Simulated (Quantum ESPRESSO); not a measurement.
# Moments and magnetic energies of MnPt under biaxial strain in LDA

A usual rule of thumb says that a magnetic moment grows when the magnetic atoms are moved apart. The problem is to find how far this holds for CuAu-type MnPt when its square plane is stretched or compressed, and whether the magnetic energies follow the moments. The matter is practical: MnPt is an antiferromagnet used to pin the magnetisation of neighbouring layers in spin valves, and a film grown on a substrate is seldom free of strain. The calculations are collinear LDA runs. Strain is measured against the given cell with the z length held, so the volume changes too. Magnetic gains are measured against the run without spin polarisation, and all energies and net moments are per manganese atom.

## Computational details

One system, MnPt (CuAu-type, P4/mmm), 2 atom(s) a primitive cell, from measured cells of the Crystallography Open Database. Quantum ESPRESSO 7.5, plane waves with GBRV 1.5 LDA pseudopotentials, cutoff 544 eV, Fermi-Dirac smearing of 0.1 eV, k meshes whose coarsest spacing along a reciprocal vector is 0.21 to 0.33 1/Å over all runs (2π included). Functional: LDA, no Hubbard U; collinear spins, no spin-orbit coupling. Atoms stay at fixed fractions of the cell and the mesh divisions are held. In the given cell the shortest lattice vector along z is 3.660 Å long and the shortest in the xy plane 2.830 Å. At each point the moments on Mn are started parallel, opposed (signs +-, cell doubled at q = (1/2,1/2,0) of the reciprocal vectors) and without spin polarisation. Of the opposed order at the middle point, it reverses 4 of 4 magnetic neighbours at 2.83 Å and 0 of 2 magnetic neighbours at 3.66 Å. Runs that did not converge or carry a known fault are not listed. The same in all rows: metal or insulator in the run from the parallel start, judged by its smearing entropy or density of states at the Fermi energy (a gap under a few smearing widths counts as a metal): metal.

Notes on method and selection:

- Each state is what a run reaches from typed starting moments; only a few collinear orders were started, so the lowest found need not be the ground state. Spin-orbit coupling is left out of these energies, which are free energies at the smearing width. A magnetic atom is one that was given a starting moment.
- Site moments count the spin inside each program's own atomic sphere, so they depend somewhat on its radius and leave out the spin between the spheres.
- Quantum ESPRESSO sets the radius of an element's spheres to about 0.41 of its shortest distance to a neighbour, so it changes from cell to cell and the site moment with it.
- A measured moment is set beside the table only where the run ends ferromagnetic and the measured order is ferromagnetic too.
- Runs that did not converge, have known faults or may not be shown are not listed, and runs on Ansatz's PAW sets soft_1 and soft_2 are kept to separate tables.

Columns:

- biaxial strain: factor on the x and y lengths of the cell, z held.
- moment (μB): largest site spin moment reached from the parallel start.
- moment, opposed (μB): largest site spin moment reached from the opposed start.
- gain, opposed (meV): energy of the run without spin polarisation less that of the run from the opposed start, per magnetic atom.
- magnetic distance (Å): shortest distance between magnetic atoms.
- net moment (μB): net spin moment of that run per magnetic atom.
- magnetic energy gain (meV): energy of the run without spin polarisation less that of the parallel start, per magnetic atom (positive: magnetism is favoured).
- E(opposed) - E(parallel) (meV): energy of the run from the opposed start less that of the parallel start, per magnetic atom (positive: parallel is favoured); blank where a pattern was lost.

## Computed values

| member | biaxial strain | moment (μB) | moment, opposed (μB) | gain, opposed (meV) | magnetic distance (Å) | net moment (μB) | magnetic energy gain (meV) | E(opposed) - E(parallel) (meV) |
| --- | --- | --- | --- | --- | --- | --- | --- | --- |
| 0.94 | 0.94 | 2.07 | 3.13 | 459.0 | 2.660 | 2.23 | 132.3 | −326.7 |
| 0.96 | 0.96 | 2.79 | 3.31 | 626.3 | 2.717 | 3.06 | 234.6 | −391.7 |
| 0.98 | 0.98 | 3.35 | 3.45 | 793.2 | 2.773 | 3.75 | 415.1 | −378.1 |
| 1 | 1.00 | 3.58 | 3.57 | 956.5 | 2.830 | 4.04 | 619.3 | −337.2 |
| 1.02 | 1.02 | ? | 3.68 | 1114.5 | 2.887 | ? | ? | ? |
| 1.04 | 1.04 | ? | 3.77 | 1265.6 | 2.943 | ? | ? | ? |
| 1.06 | 1.06 | 3.91 | 3.86 | 1408.7 | 3.000 | 4.40 | 1205.7 | −203.0 |

Cells marked ? are withheld until the estimate has been made.

net moment (μB) against biaxial strain, members shown:

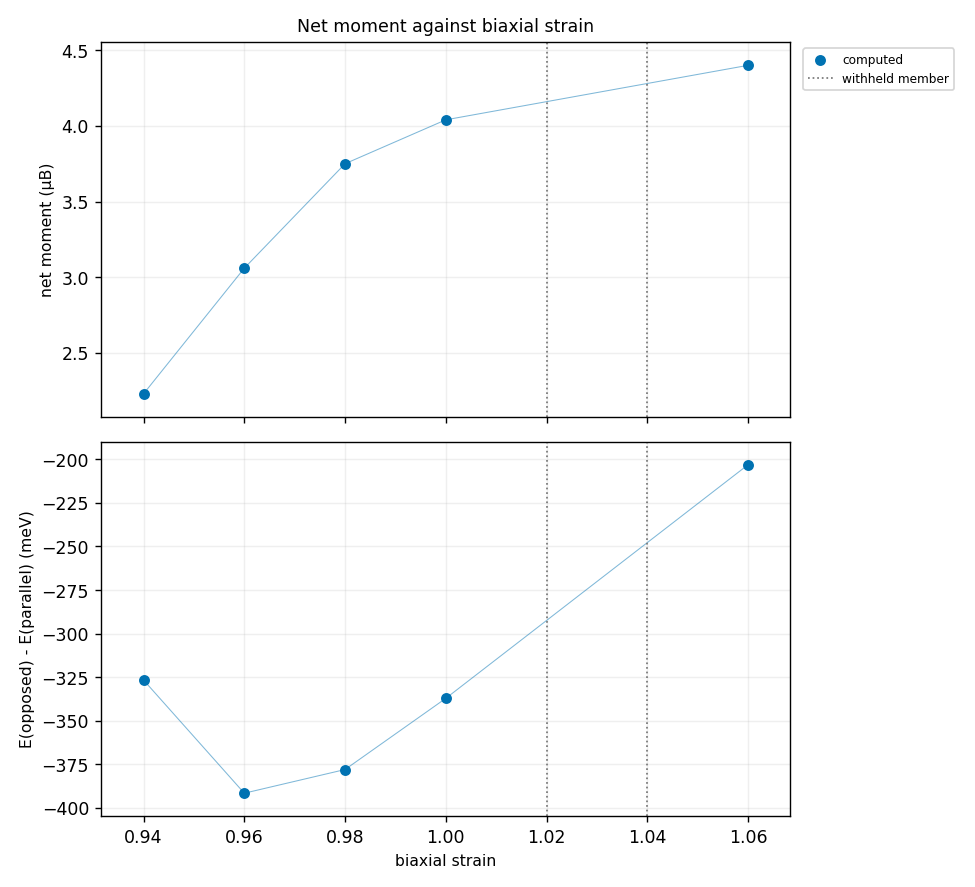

## Why the values move as they do

Solution. The rule holds in sign for every shown row, but not with a constant slope. In the parallel order the net moment rises by (3.06 − 2.23) / 2 = 0.42 μB per percent of strain between 0.94 and 0.96, and by only (4.40 − 4.04) / 6 = 0.06 μB per percent between 1.00 and 1.06. Compression broadens the manganese d bands, so holding the spins parallel costs more band energy and the moment shrinks. Stretching narrows the bands until the majority d states are nearly full, after which little is left to gain.

The opposed order is less sensitive: its site moment goes from 3.13 to 3.86 μB over the whole range, against 2.07 to 3.91 μB for the parallel order. Hopping between opposed neighbours is hindered by the exchange splitting, which keeps the bands narrow even in the compressed cell. A small part of the rise in site moments comes from the counting sphere, which grows with the cell.

Both magnetic gains increase with stretching, but their difference does not follow the moments. The opposed order is lower in every row where both are shown, by 391.7 meV at 0.96, the largest of these values, and by 203.0 meV at 1.06. On the stretched side the two orders have nearly equal site moments, and the difference mainly reflects the coupling between them. For a nearly half-filled d shell this coupling favours opposed neighbours and varies roughly as the hopping squared. With d–d hopping falling as the fifth power of distance, the expected factor from 1.00 to 1.06 is (2.830 / 3.000)¹⁰ = 0.56; the energies give 203.0 / 337.2 = 0.60.

On the compressed side the parallel moment itself collapses, so the energy difference is no longer a coupling between moments of fixed size. From 0.96 to 0.94 the opposed gain falls by 626.3 − 459.0 = 167.3 meV and the parallel gain by 234.6 − 132.3 = 102.3 meV, which brings the two orders closer.

## Blind estimate

Plain estimates from the members shown:

- 1.04, straight-line interpolation between 1 and 1.06: w = (1.04 − 1.00) / (1.06 − 1.00) = 0.667, so 4.04 + 0.667 × (4.40 − 4.04) = 4.28 μB
- 1.02, straight-line interpolation between 1 and 1.06: w = (1.02 − 1.00) / (1.06 − 1.00) = 0.333, so 4.04 + 0.333 × (4.40 − 4.04) = 4.16 μB

The straight line between 1.00 and 1.06 probably runs low, because the net moment flattens with stretching and the early part of the interval should take more than its share of the rise. The opposed site moment, known at both strains, supplies the slow growth due to band narrowing. What remains to be estimated is the excess of the parallel net moment over it.

From 0.94 to 1.00 this excess is 2.23 − 3.13 = −0.90, 3.06 − 3.31 = −0.25, 3.75 − 3.45 = 0.30 and 4.04 − 3.57 = 0.47 μB. Its steps are 0.90 − 0.25 = 0.65, 0.25 + 0.30 = 0.55 and 0.47 − 0.30 = 0.17 μB. The last two steps suggest that the recovery from the collapse is dying out by a factor 0.17 / 0.55 = 0.31 per step. The first pair does not share this factor, so it is used only from 0.98 upwards.

Tried on the shown member 1.06, the route gives an excess of 0.47 + 0.17 × (0.31 + 0.31² + 0.31³) = 0.54 μB and a net moment of 3.86 + 0.54 = 4.40 μB, as tabulated.

For 1.02 the excess is 0.47 + 0.17 × 0.31 = 0.52 μB, and the net moment 3.68 + 0.52 = 4.20 μB. For 1.04 the excess is 0.52 + 0.17 × 0.31² = 0.54 μB, and the net moment 3.77 + 0.54 = 4.31 μB.

A single successful trial gives no scatter. The error is therefore taken from the form assumed for the excess: a straight line in it from 1.00 to 1.06 would give 4.17 and 4.29 μB, lower by 0.03 and 0.02 μB.

**Committed estimate, 1.04: net moment = 4.31 ± 0.02 μB.**  
**Committed estimate, 1.02: net moment = 4.20 ± 0.03 μB.**

## Result

| member | biaxial strain | moment (μB) | moment, opposed (μB) | gain, opposed (meV) | magnetic distance (Å) | net moment (μB) | magnetic energy gain (meV) | E(opposed) - E(parallel) (meV) |
| --- | --- | --- | --- | --- | --- | --- | --- | --- |
| 1.02 | 1.02 | 3.72 | 3.68 | 1114.5 | 2.887 | 4.21 | 823.8 | −290.8 |
| 1.04 | 1.04 | 3.82 | 3.77 | 1265.6 | 2.943 | 4.32 | 1020.3 | −245.3 |

| member | estimate | net moment (μB) | computed | estimate − computed | miss in error bars |
| --- | --- | --- | --- | --- | --- |
| 1.04 | committed | 4.31 | 4.32 | −0.01 | 0.5 |
| 1.04 | interpolation | 4.28 | 4.32 | −0.04 |  |
| 1.02 | committed | 4.20 | 4.21 | −0.01 | 0.3 |
| 1.02 | interpolation | 4.16 | 4.21 | −0.05 |  |

net moment (μB) against biaxial strain:

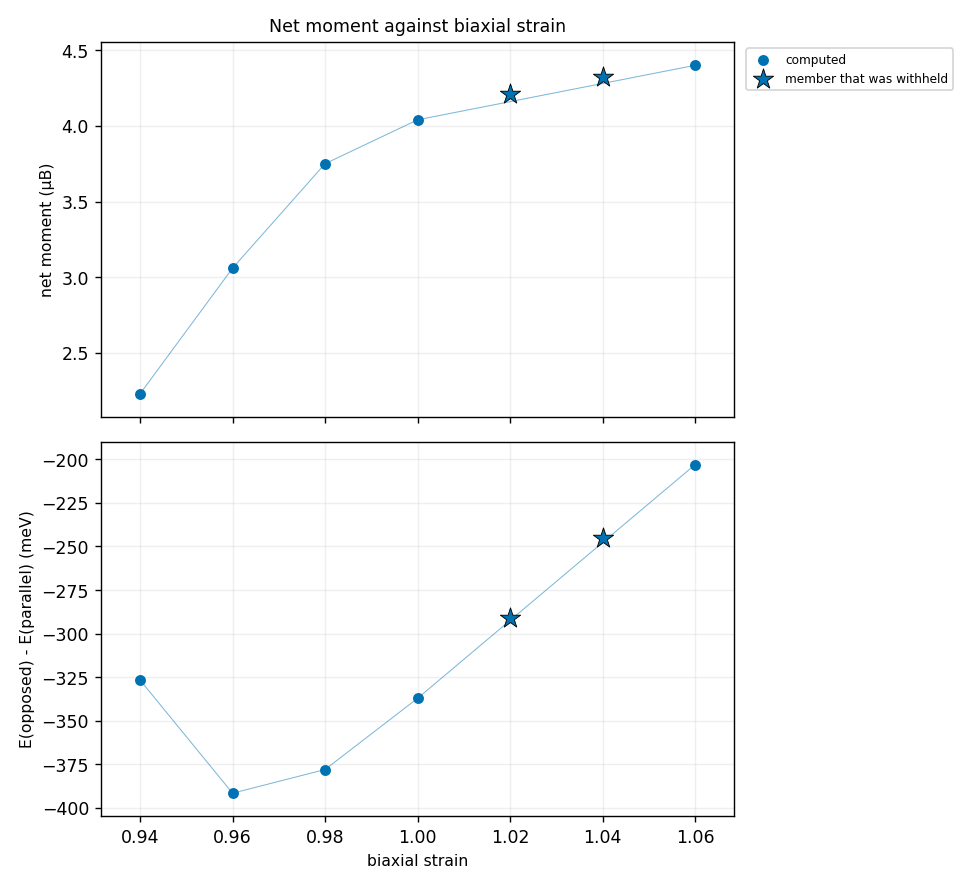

Both estimates fall inside their error bars: 4.31 against 4.32 μB at 1.04 and 4.20 against 4.21 μB at 1.02. Straight-line interpolation is low by 0.04 and 0.05 μB, so the argument that the early part of the stretch takes more than its share was right. The constant factor of 0.31 per step is less secure, since it came from one pair of steps and fails on the compressed side.

The new rows also show what the levelling excess consists of. From 1.00 upwards the manganese site moments of the two orders differ by at most 0.05 μB, so the excess of about 0.5 μB is mostly spin on platinum and between the spheres, not a larger manganese moment.

The distance law offered for the coupling does less well. The tenth power gives (2.830 / 2.887)¹⁰ = 0.82 and (2.830 / 2.943)¹⁰ = 0.68 of the value at 1.00, where the energies give 290.8 / 337.2 = 0.86 and 245.3 / 337.2 = 0.73. With 1.06 included, it is too steep in all three stretched rows. Weaker coupling with distance remains a reasonable cause, but direct d–d hopping alone does not account for its rate; paths through platinum may contribute.

## Members off the line

The row at 0.94 lies farthest from the rest. Its net moment lies below that at 0.96 by 3.06 − 2.23 = 0.83 μB, whereas the last step of the series, from 1.04 to 1.06, is only 0.08 μB. The likeliest reason is band broadening: with manganese neighbours at 2.660 Å, keeping all spins parallel costs so much band energy that the exchange splitting shrinks, and the moment with it. The opposed order keeps 3.13 μB on manganese in the same cell, so the short distance does not by itself destroy the local moment. Only one parallel start was made, which leaves room for a second parallel solution with a different moment.

The energy difference between the orders turns round at the same end. It is −391.7 meV at 0.96 but −326.7 meV at 0.94, although the atoms are closer. Counted in meV, the opposed order loses more of its gain over the unpolarised run in this step than the parallel order does, although as a share of the gain it loses less.

## Summary

In all seven rows stretching raises the moments and both magnetic gains, and the opposed order stays below the parallel one. From 1.00 to 1.06 its advantage shrinks by (337.2 − 203.0) / 6 = 22.4 meV per manganese atom and percent of strain. This line misses the two inner rows by about 2 meV, while the four values lie 22 to 68 meV from their mean. It should not be carried into compression, where the growth of the advantage slows and then turns into a fall between 0.96 and 0.94.

For a real film the largest omission is the relaxation of the z length. A stretched film normally contracts along z, by roughly as many percent as it is stretched in the plane, which would offset part of the band narrowing and probably weaken the growth of the moments. LDA also favours too small a cell: by the computed stresses, which are not tabled here, the opposed order with z held still pulls inwards in the plane at 0.96 and pushes outwards only at 0.94. Zero strain here therefore means the measured cell, not the LDA equilibrium.
